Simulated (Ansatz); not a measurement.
# Electron scattering at the Σ5 (310) boundary in fcc Cu with S (substitutional)

How much does the Σ5 (310) boundary in fcc Cu with S (substitutional) reflect electrons?

Main program and level: Ansatz 0.2.0; Ansatz plane-wave DFT, PBE, PAW files; relaxation of a bicrystal slab with its lowest layers held; PAW set soft_1, in the first sound run; inputs show where later runs differ.

## (1) The structure

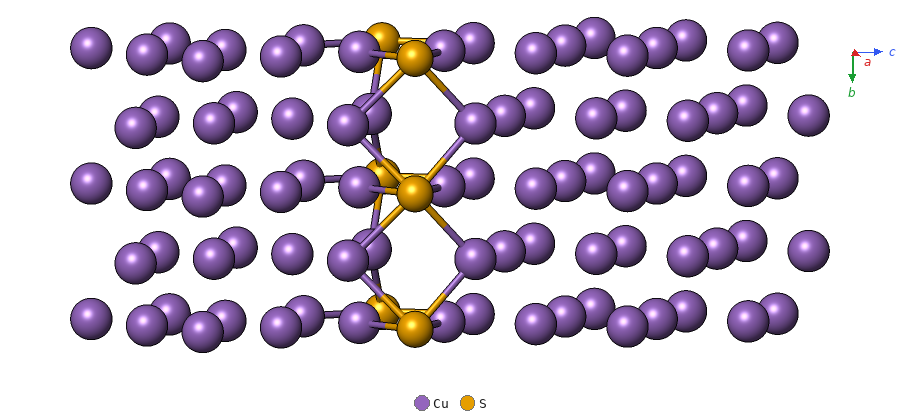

The starting structure, seen from the side, with the c axis across the page (copper purple, sulfur orange). 1×2×1 cells are drawn. Some periodic images of atoms are drawn too.

The cell holds 33 atoms: 32 Cu and 1 S. Its edges and angles: a = 5.716 Å, b = 3.615 Å, c = 29.862 Å, α = 90.0°, β = 90.0°, γ = 90.0°. It derives from Cu. built on the (3 1 0) plane; 2 overlapping atoms removed and the grains opened by 0 Å. Vacuum lies along c.

## (2) Relaxing the bicrystal

The boundary is built by mirroring the lower grain in the boundary plane and removing any atoms that overlap; then the S is put in at the boundary. A thin bicrystal slab is relaxed first, with the lowest layers held and the upper grain free to shift and open.

input.yaml

```yaml
crystal:
  lattice:
    - [5.7157536252, 0.0, 0.0]
    - [0.0, 3.61496, 0.0]
    - [0.0, 0.0, 29.8619869625]
  atoms:
    - { symbol: Cu, position: [0.2000000001, 0.0, 0.1674369494] }
    - { symbol: Cu, position: [0.9000000001, 0.5, 0.1865775164] }
    - { symbol: Cu, position: [0.6000000001, 0.0, 0.2057180834] }
    - { symbol: Cu, position: [0.3000000001, 0.5, 0.2248586504] }
    - { symbol: Cu, position: [1.0e-10, 0.0, 0.2439992174] }
    - { symbol: Cu, position: [0.7000000001, 0.5, 0.2631397844] }
    - { symbol: Cu, position: [0.4000000001, 0.0, 0.2822803515] }
    - { symbol: Cu, position: [0.1, 0.5, 0.3014209185] }
    - { symbol: Cu, position: [0.8, 0.0, 0.3205614855] }
    - { symbol: Cu, position: [0.5, 0.5, 0.3397020525] }
    - { symbol: Cu, position: [0.2, 0.0, 0.3588426195] }
    - { symbol: Cu, position: [0.9, 0.5, 0.3779831865] }
    - { symbol: Cu, position: [0.6, 0.0, 0.3971237535] }
    - { symbol: Cu, position: [0.3, 0.5, 0.4162643205] }
    - { symbol: S, position: [0.0, 0.0, 0.4354048875] }
    - { symbol: Cu, position: [0.6, 0.0, 0.4736860216] }
    - { symbol: Cu, position: [0.9, 0.5, 0.4928265886] }
    - { symbol: Cu, position: [0.2, 0.0, 0.5119671556] }
    - { symbol: Cu, position: [0.5, 0.5, 0.5311077226] }
    - { symbol: Cu, position: [0.8, 0.0, 0.5502482896] }
    - { symbol: Cu, position: [0.1, 0.5, 0.5693888566] }
    - { symbol: Cu, position: [0.4000000001, 0.0, 0.5885294236] }
    - { symbol: Cu, position: [0.7000000001, 0.5, 0.6076699906] }
    - { symbol: Cu, position: [1.0e-10, 0.0, 0.6268105576] }
    - { symbol: Cu, position: [0.3000000001, 0.5, 0.6459511246] }
    - { symbol: Cu, position: [0.6000000001, 0.0, 0.6650916917] }
    - { symbol: Cu, position: [0.9000000001, 0.5, 0.6842322587] }
    - { symbol: Cu, position: [0.2000000001, 0.0, 0.7033728257] }
    - { symbol: Cu, position: [0.5000000001, 0.5, 0.7225133927] }
    - { symbol: Cu, position: [0.8000000001, 0.0, 0.7416539597] }
    - { symbol: Cu, position: [0.1000000001, 0.5, 0.7607945267] }
    - { symbol: Cu, position: [0.4000000001, 0.0, 0.7799350937] }
    - { symbol: Cu, position: [0.7000000001, 0.5, 0.7990756607] }
kpoints:
  mp_grid: { grid: [4, 7, 1] }
hamiltonian:
  xc: pbe
  pseudopotentials: { kind: paw, azcp: { folder: soft_1 } }
scf:
  occupations: { method: fermi_dirac, width: 0.1 }
relax:
  f_tol: 0.03
  max_steps: 80
  constraints: [{ sites: [0, 1, 2, 3, 4, 5] }]
```

Started as:

```console
> ansatz run input.yaml --threads 4 --pin off --max-ram 15360MiB --backend cpu --events-out ev --progress --plain --runs-dir out
```

Numbers of over 12 decimals in the logs are rounded to 6 here.

What it wrote:

```text
Engine: ansatz 0.2.0, aarch64-unknown-linux-gnu
Pseudopotentials: kind: paw
Pseudopotential: Cu, paw, valence charge 19, recommended cutoff 420 eV (normal), soft_1/Cu.paw.azcp
Pseudopotential: S, paw, valence charge 6, recommended cutoff 420 eV (normal), soft_1/S.paw.azcp
Functional definition: PBE
  parameter kappa = 0.804
  parameter beta = 0.066725
  exchange = pbe_x(kappa = kappa, mu = beta*pi^2/3)
  correlation = pbe_c(beta = beta)
Crystal: 33 atoms, lattice volume = 617.015 Å³
Basis set: ecut = 420 eV, 12021 PW (Γ), exchange–correlation on 80×50×400 points (8 copies of the dense FFT grid, shifted against one another)
Bands: 369, of which v1, the nominal top of the filled ones, is band 307 counted from 1 (306 counted from 0)
Symmetry: 2 space group operations
Space group: Pm (ITA 6), of the structure as read, at distance tolerance 8.5e-5 Å
k-points: 12 of 28 (time reversal used)
Non-local potential: Cu, projectors of the file, l = 0: 3, l = 1: 2, l = 2: 3, l = 3: 1
Non-local potential: S, projectors of the file, l = 0: 2, l = 1: 2, l = 2: 1
PAW form: soft (Blöchl's): semilocal exchange-correlation on the pseudo side does not see the compensation charge
PAW one-centre angular grid: Cu, 590 points (default); XC on 64 Gauss nodes
PAW one-centre angular grid: S, 110 points (default); XC on 64 Gauss nodes
Initial density: superposition of atomic densities (neutral atoms: chi_scale 0, normalization atom)
Initial wavefunctions: pseudopotential atomic-orbital guess
Functional: x = pbe(κ = 0.804, μ = 0.219515), c = pbe(β = 0.066725)
SCF iter   1: F=—  HF=-212929.237288 eV  |F-HF|=—  |Δ(HF+E_count)|=         —  Δρ=2.00e-1  dr2=1.51e2  ethr=3.10e-3  ⟨swp⟩=6.2  Hψ=17264  notcnv=0  defer=195
preconditioner: auto → LDOS  [metal: Δε(μ)=0.016 eV  Ē_g=8.057 eV  σ=0.100 eV  W_gap=0.04  n_scr=206 (ndim 8)  ℏωp=28.3 eV  f_vac=0.326  D(μ)=14.64/eV (n_scr^D=86)  β→1.0]
SCF iter   2: F=—  HF=-213104.791860 eV  |F-HF|=—  |Δ(HF+E_count)|=    1.76e2  Δρ=4.16e-1  dr2=6.14e2  ethr=3.10e-3  ⟨swp⟩=4.0  Hψ=13787  notcnv=0  defer=490  recentre
SCF iter   3: F=—  HF=-212904.551695 eV  |F-HF|=—  |Δ(HF+E_count)|=    2.00e2  Δρ=5.23e-2  dr2=1.19e1  ethr=3.10e-3  ⟨swp⟩=4.0  Hψ=11608  notcnv=0  defer=515
SCF iter   4: F=—  HF=-212903.050889 eV  |F-HF|=—  |Δ(HF+E_count)|=    1.50e0  Δρ=2.78e-2  dr2=2.82e0  ethr=1.94e-3  ⟨swp⟩=2.2  Hψ=7324  notcnv=0  defer=507
SCF iter   5: F=—  HF=-212902.565593 eV  |F-HF|=—  |Δ(HF+E_count)|=   4.85e-1  Δρ=5.30e-3  dr2=1.52e-1  ethr=4.59e-4  ⟨swp⟩=2.0  Hψ=8712  notcnv=0  defer=502
SCF iter   6: F=—  HF=-212902.579031 eV  |F-HF|=—  |Δ(HF+E_count)|=   1.34e-2  Δρ=2.50e-3  dr2=2.53e-2  ethr=2.48e-5  ⟨swp⟩=2.0  Hψ=6412  notcnv=0  defer=502
SCF iter   7: F=—  HF=-212902.582300 eV  |F-HF|=—  |Δ(HF+E_count)|=   3.27e-3  Δρ=9.41e-4  dr2=3.80e-3  ethr=4.13e-6  ⟨swp⟩=2.0  Hψ=5953  notcnv=0  defer=502
SCF iter   8: F=—  HF=-212902.583467 eV  |F-HF|=—  |Δ(HF+E_count)|=   1.17e-3  Δρ=6.55e-4  dr2=2.28e-3  ethr=6.18e-7  ⟨swp⟩=2.0  Hψ=6339  notcnv=0  defer=502
SCF iter   9: F=—  HF=-212902.583355 eV  |F-HF|=—  |Δ(HF+E_count)|=   1.12e-4  Δρ=2.06e-4  dr2=3.89e-4  ethr=3.72e-7  ⟨swp⟩=2.0  Hψ=5945  notcnv=0  defer=502
SCF iter  10: F=—  HF=-212902.583352 eV  |F-HF|=—  |Δ(HF+E_count)|=   2.73e-6  Δρ=6.22e-5  dr2=2.45e-5  ethr=6.34e-8  ⟨swp⟩=2.0  Hψ=6021  notcnv=0  defer=502
SCF iter  11: F=-212902.583369 eV  HF=-212902.583372 eV  |F-HF|=3.06e-6  |Δ(HF+E_count)|=   1.96e-5  Δρ=4.85e-5  dr2=1.17e-5  ethr=3.66e-9  ⟨swp⟩=4.0  Hψ=13892  notcnv=0
SCF 1 converged in 11 iterations: F = -212902.583369 eV  dr2 = 1.17e-5
  greatest PAW one-centre occupation: 1.000 electrons in one spin orbital (limit 2), on the Cu atom at site 32 (counted from 0), in its partial waves of l = 0
relax step   1: F+E_penalty+E_count = -212902.58336868 eV  Δ(F+E_penalty+E_count) = +0.000e0 eV  max|allowed force component| = 8.293e-1 eV/Å  Δτ_max = 0.0000 Å  (11 SCF iters, dr2 threshold 2.25e-5 eV, accepted)
Initial density: handed on by an earlier stage of this run
Initial wavefunctions: those handed on with the density
iter 1 solved again at ethr=1.09e-5 eV; its pass at ethr=3.10e-3 eV (dr2=6.72e-2 eV) is discarded
SCF iter   1: F=—  HF=-212902.745459 eV  |F-HF|=—  |Δ(HF+E_count)|=         —  Δρ=4.48e-3  dr2=6.37e-2  ethr=1.09e-5  ⟨swp⟩=2.1  Hψ=14322  notcnv=0  defer=506
preconditioner: auto → LDOS  [metal: Δε(μ)=0.010 eV  Ē_g=8.831 eV  σ=0.100 eV  W_gap=0.02  n_scr=206 (ndim 8)  ℏωp=28.3 eV  f_vac=0.325  D(μ)=10.02/eV (n_scr^D=42)  β→1.0]
SCF iter   2: F=—  HF=-212902.732085 eV  |F-HF|=—  |Δ(HF+E_count)|=   1.34e-2  Δρ=3.92e-3  dr2=5.72e-2  ethr=1.04e-5  ⟨swp⟩=2.0  Hψ=7411  notcnv=0  defer=506
SCF iter   3: F=—  HF=-212902.729138 eV  |F-HF|=—  |Δ(HF+E_count)|=   2.95e-3  Δρ=3.67e-3  dr2=5.09e-2  ethr=9.32e-6  ⟨swp⟩=2.0  Hψ=7329  notcnv=0  defer=506
SCF iter   4: F=—  HF=-212902.721379 eV  |F-HF|=—  |Δ(HF+E_count)|=   7.76e-3  Δρ=1.47e-3  dr2=8.03e-3  ethr=8.29e-6  ⟨swp⟩=2.0  Hψ=7175  notcnv=0  defer=506
SCF iter   5: F=—  HF=-212902.719091 eV  |F-HF|=—  |Δ(HF+E_count)|=   2.29e-3  Δρ=4.31e-4  dr2=6.50e-4  ethr=1.31e-6  ⟨swp⟩=2.0  Hψ=7671  notcnv=0  defer=506
SCF iter   6: F=—  HF=-212902.718952 eV  |F-HF|=—  |Δ(HF+E_count)|=   1.39e-4  Δρ=3.79e-5  dr2=8.12e-6  ethr=1.06e-7  ⟨swp⟩=2.0  Hψ=7377  notcnv=0  defer=506
SCF iter   7: F=-212902.718948 eV  HF=-212902.718957 eV  |F-HF|=8.27e-6  |Δ(HF+E_count)|=   4.69e-6  Δρ=4.15e-5  dr2=9.10e-6  ethr=1.32e-9  ⟨swp⟩=3.3  Hψ=11797  notcnv=0
SCF 2 converged in 7 iterations: F = -212902.718948 eV  dr2 = 9.10e-6
  greatest PAW one-centre occupation: 1.000 electrons in one spin orbital (limit 2), on the Cu atom at site 0 (counted from 0), in its partial waves of l = 0
relax step   2: F+E_penalty+E_count = -212902.71894830 eV  Δ(F+E_penalty+E_count) = -1.356e-1 eV  max|allowed force component| = 5.457e-1 eV/Å  Δτ_max = 0.0846 Å  (7 SCF iters, dr2 threshold 4.30e-5 eV, accepted)
SCF iter   1: F=—  HF=-212902.946816 eV  |F-HF|=—  |Δ(HF+E_count)|=         —  Δρ=7.33e-3  dr2=1.63e-1  ethr=3.03e-4  ⟨swp⟩=6.4  Hψ=11900  notcnv=0  defer=490
preconditioner: auto → LDOS  [metal: Δε(μ)=0.017 eV  Ē_g=8.825 eV  σ=0.100 eV  W_gap=0.04  n_scr=206 (ndim 8)  ℏωp=28.3 eV  f_vac=0.325  D(μ)=10.00/eV (n_scr^D=42)  β→1.0]
SCF iter   2: F=—  HF=-212902.920874 eV  |F-HF|=—  |Δ(HF+E_count)|=   2.59e-2  Δρ=6.31e-3  dr2=1.55e-1  ethr=2.66e-5  ⟨swp⟩=2.0  Hψ=8716  notcnv=0  defer=509
SCF iter   3: F=—  HF=-212902.924265 eV  |F-HF|=—  |Δ(HF+E_count)|=   3.39e-3  Δρ=7.03e-3  dr2=1.83e-1  ethr=2.53e-5  ⟨swp⟩=2.0  Hψ=7539  notcnv=0  defer=509
SCF iter   4: F=—  HF=-212902.898490 eV  |F-HF|=—  |Δ(HF+E_count)|=   2.58e-2  Δρ=3.40e-3  dr2=4.27e-2  ethr=2.53e-5  ⟨swp⟩=2.0  Hψ=6061  notcnv=0  defer=509
SCF iter   5: F=—  HF=-212902.890290 eV  |F-HF|=—  |Δ(HF+E_count)|=   8.20e-3  Δρ=1.03e-3  dr2=3.83e-3  ethr=6.95e-6  ⟨swp⟩=2.0  Hψ=7403  notcnv=0  defer=509
SCF iter   6: F=—  HF=-212902.888440 eV  |F-HF|=—  |Δ(HF+E_count)|=   1.85e-3  Δρ=1.36e-4  dr2=1.61e-4  ethr=6.24e-7  ⟨swp⟩=2.0  Hψ=7447  notcnv=0  defer=507
SCF iter   7: F=—  HF=-212902.888426 eV  |F-HF|=—  |Δ(HF+E_count)|=   1.34e-5  Δρ=1.54e-4  dr2=9.88e-5  ethr=2.63e-8  ⟨swp⟩=2.8  Hψ=7712  notcnv=0  defer=506
SCF iter   8: F=-212902.888397 eV  HF=-212902.888414 eV  |F-HF|=1.73e-5  |Δ(HF+E_count)|=   1.20e-5  Δρ=6.12e-5  dr2=1.68e-5  ethr=3.03e-9  ⟨swp⟩=3.0  Hψ=17461  notcnv=0
SCF 3 converged in 8 iterations: F = -212902.888397 eV  dr2 = 1.68e-5
relax step   3: F+E_penalty+E_count = -212902.88839696 eV  Δ(F+E_penalty+E_count) = -1.694e-1 eV  max|allowed force component| = 2.777e-1 eV/Å  Δτ_max = 0.1962 Å  (8 SCF iters, dr2 threshold 1.86e-5 eV, accepted)
[...]
relax step   4: F+E_penalty+E_count = -212902.93118779 eV  Δ(F+E_penalty+E_count) = -4.279e-2 eV  max|allowed force component| = 2.748e-1 eV/Å  Δτ_max = 0.1210 Å  (7 SCF iters, dr2 threshold 2.00e-5 eV, accepted)
[...]
relax step   5: F+E_penalty+E_count = -212902.96245154 eV  Δ(F+E_penalty+E_count) = -3.126e-2 eV  max|allowed force component| = 1.123e-1 eV/Å  Δτ_max = 0.1957 Å  (9 SCF iters, dr2 threshold 1.96e-5 eV, accepted)
[...]
relax step   6: F+E_penalty+E_count = -212902.96582753 eV  Δ(F+E_penalty+E_count) = -3.376e-3 eV  max|allowed force component| = 7.096e-3 eV/Å  Δτ_max = 0.0283 Å  (6 SCF iters, dr2 threshold 2.11e-6 eV, accepted)
iter 1 solved again at ethr=2.95e-10 eV; its pass at ethr=3.10e-3 eV (dr2=1.81e-6 eV) is discarded
SCF iter   1: F=—  HF=-212902.965783 eV  |F-HF|=—  |Δ(HF+E_count)|=         —  Δρ=2.22e-5  dr2=1.81e-6  ethr=2.95e-10  ⟨swp⟩=1.1  Hψ=10299  notcnv=0  defer=517
preconditioner: auto → LDOS  [metal: Δε(μ)=0.040 eV  Ē_g=8.867 eV  σ=0.100 eV  W_gap=0.10  n_scr=206 (ndim 8)  ℏωp=28.3 eV  f_vac=0.329  D(μ)=9.90/eV (n_scr^D=42)  β→1.0]
SCF iter   2: F=—  HF=-212902.965834 eV  |F-HF|=—  |Δ(HF+E_count)|=   5.04e-5  Δρ=7.75e-5  dr2=2.18e-5  ethr=2.94e-10  ⟨swp⟩=3.0  Hψ=8640  notcnv=0  defer=517
SCF iter   3: F=—  HF=-212902.965829 eV  |F-HF|=—  |Δ(HF+E_count)|=   4.22e-6  Δρ=5.70e-6  dr2=2.24e-7  ethr=2.94e-10  ⟨swp⟩=2.8  Hψ=7895  notcnv=0  defer=517
SCF iter   4: F=—  HF=-212902.965829 eV  |F-HF|=—  |Δ(HF+E_count)|=   3.20e-8  Δρ=9.70e-6  dr2=3.57e-7  ethr=1.63e-11  ⟨swp⟩=4.1  Hψ=14048  notcnv=0
SCF iter   5: F=-212902.965829 eV  HF=-212902.965829 eV  |F-HF|=2.55e-8  |Δ(HF+E_count)|=   6.75e-8  Δρ=2.54e-6  dr2=2.65e-8  ethr=1.63e-11  ⟨swp⟩=2.1  Hψ=15243  notcnv=0
SCF 7 converged in 5 iterations: F = -212902.965829 eV  dr2 = 2.65e-8
relax step   7: F+E_penalty+E_count = -212902.96582940 eV  Δ(F+E_penalty+E_count) = -1.867e-6 eV  max|allowed force component| = 7.162e-3 eV/Å  Δτ_max = 0.0000 Å  (5 SCF iters, accepted)
SCF converged after 5 iterations
Free energy (F): -212902.965829 eV
Harris-Foulkes:  -212902.965829 eV  (|F-HF|=2.55e-8)
Internal energy: -212902.642147 eV  (E = F + TS)
E sigma→0 (E₀):  -212902.803988 eV
Entropy (-TS):   -0.323682 eV (-9.809 meV/atom)
Fermi energy:    8.740814 eV
--- Per-component energies (eV) ---
  E_band       = -16300.352259
  E_kinetic    = 8466.976154
  E_local      = -1096946.250185  (includes V_loc(G=0)·N_el)
  E_nonlocal   = 28565.886497
  E_hartree    = 535166.436054
  E_xc         = -2280.905266
  E_vxc        = -2912.061388  (∫ρ·V_xc dr)
  E_paw        = -58728.334754  (= ΣΔE_a)
  E_vpaw       = -23807.825189  (= ΣTr[D̂ρ^β])
  E_aug_tail   = 0.031323  (compensation charges beyond the density's cutoff)
  E_ewald      = 372853.518030
  E_smearing   = -0.323682  (= −TS)
  E_closure    = -0.000000  (closes the sum)
  Σ components = -212902.965829   (vs F -212902.965829, Δ=0.00e0)
--- Forces (eV/Å), atoms counted from 1 ---
  atom   1  Cu    -0.10649620     0.00000000     0.52282513
  atom   2  Cu     0.09225251     0.00000000     0.14928111
  atom   3  Cu    -0.04175481     0.00000000    -0.01976224
  atom   4  Cu     0.09489869     0.00000000    -0.32857092
  atom   5  Cu     0.02608221     0.00000000    -0.28834475
  atom   6  Cu    -0.04607619     0.00000000    -0.03552718
  atom   7  Cu    -0.00156826     0.00000000     0.00086423
  atom   8  Cu    -0.00067595     0.00000000    -0.00073123
  atom   9  Cu    -0.00305390     0.00000000    -0.00431528
  atom  10  Cu     0.00116576     0.00000000    -0.00110828
  atom  11  Cu    -0.00331721     0.00000000     0.00656724
  atom  12  Cu     0.00179295     0.00000000     0.00142236
  atom  13  Cu     0.00274405     0.00000000    -0.00675689
  atom  14  Cu    -0.00482867     0.00000000     0.00184795
  atom  15  S     -0.00016378     0.00000000    -0.00189194
  atom  16  Cu    -0.00474334     0.00000000    -0.00616707
  atom  17  Cu     0.00535289     0.00000000     0.00716190
  atom  18  Cu     0.00155677     0.00000000     0.00578762
  atom  19  Cu    -0.00097491     0.00000000     0.00037352
  atom  20  Cu    -0.00214808     0.00000000    -0.00370506
  atom  21  Cu    -0.00018805     0.00000000     0.00066594
  atom  22  Cu    -0.00017389     0.00000000    -0.00351720
  atom  23  Cu     0.00011022     0.00000000     0.00077709
  atom  24  Cu    -0.00181071     0.00000000     0.00054461
  atom  25  Cu    -0.00049837     0.00000000    -0.00080173
  atom  26  Cu    -0.00128153     0.00000000    -0.00019690
  atom  27  Cu    -0.00017562     0.00000000     0.00017609
  atom  28  Cu    -0.00142698     0.00000000    -0.00106171
  atom  29  Cu    -0.00189968     0.00000000     0.00095563
  atom  30  Cu    -0.00128956     0.00000000     0.00413540
  atom  31  Cu    -0.00076427     0.00000000     0.00145956
  atom  32  Cu     0.00028100     0.00000000     0.00081173
  atom  33  Cu    -0.00093067     0.00000000    -0.00324339
  max |Σ_I F_I| component: 4.47e-5 eV/Å
--- Relaxed structure (7 steps of the walk, 7 accepted, 0 SCFs on fresh bases) ---
  F+E_penalty+E_count = -212902.96582940 eV   max|allowed force component| = 7.162e-3 eV/Å
  atoms:
    - { symbol: Cu, position: [0.200000, 0.0, 0.1674369494] }
    - { symbol: Cu, position: [0.9000000001, 0.5, 0.186578] }
    - { symbol: Cu, position: [0.6000000001, 0.0, 0.205718] }
    - { symbol: Cu, position: [0.3000000001, 0.5, 0.224859] }
    - { symbol: Cu, position: [9.999999999999999e-11, 0.0, 0.243999] }
    - { symbol: Cu, position: [0.700000, 0.5, 0.263140] }
    - { symbol: Cu, position: [0.400183, 0.0, 0.283563] }
    - { symbol: Cu, position: [0.105017, 0.5, 0.302415] }
    - { symbol: Cu, position: [0.809548, 0.0, 0.320028] }
    - { symbol: Cu, position: [0.502006, 0.5, 0.341143] }
    - { symbol: Cu, position: [0.212617, 0.0, 0.363244] }
    - { symbol: Cu, position: [0.914939, 0.5, 0.378662] }
    - { symbol: Cu, position: [0.609729, 0.0, 0.394210] }
    - { symbol: Cu, position: [0.351153, 0.5, 0.432163] }
    - { symbol: S, position: [-0.020634, 0.0, 0.434627] }
    - { symbol: Cu, position: [0.593773, 0.0, 0.473730] }
    - { symbol: Cu, position: [0.896711, 0.5, 0.489293] }
    - { symbol: Cu, position: [0.196960, 0.0, 0.505232] }
    - { symbol: Cu, position: [0.486810, 0.5, 0.526629] }
    - { symbol: Cu, position: [0.795144, 0.0, 0.548020] }
    - { symbol: Cu, position: [0.091847, 0.5, 0.565673] }
    - { symbol: Cu, position: [0.388184, 0.0, 0.584408] }
    - { symbol: Cu, position: [0.688600, 0.5, 0.604445] }
    - { symbol: Cu, position: [-0.010587, 0.0, 0.624281] }
    - { symbol: Cu, position: [0.286798, 0.5, 0.642910] }
    - { symbol: Cu, position: [0.585554, 0.0, 0.662019] }
    - { symbol: Cu, position: [0.883495, 0.5, 0.681815] }
    - { symbol: Cu, position: [0.181922, 0.0, 0.700993] }
    - { symbol: Cu, position: [0.481610, 0.5, 0.719630] }
    - { symbol: Cu, position: [0.790490, 0.0, 0.740805] }
    - { symbol: Cu, position: [0.085392, 0.5, 0.759369] }
    - { symbol: Cu, position: [0.383484, 0.0, 0.775700] }
    - { symbol: Cu, position: [0.677147, 0.5, 0.792743] }
```

The job ended after 16 min (4 threads of Arm Neoverse V1, shared host; peak memory 5 GiB; 60 min of CPU time).

(Continued in part 2 of 2.)

[Logs are printed without paths, hosts, clocks, repeated set-up lines and the standing remarks that a program may print on its own settings, such as how far it seeks lower states.]

[Hosts, paths, dates, database ids (printed as entryN), source tags and the programs' standing remarks are cut or masked in the printed files.]
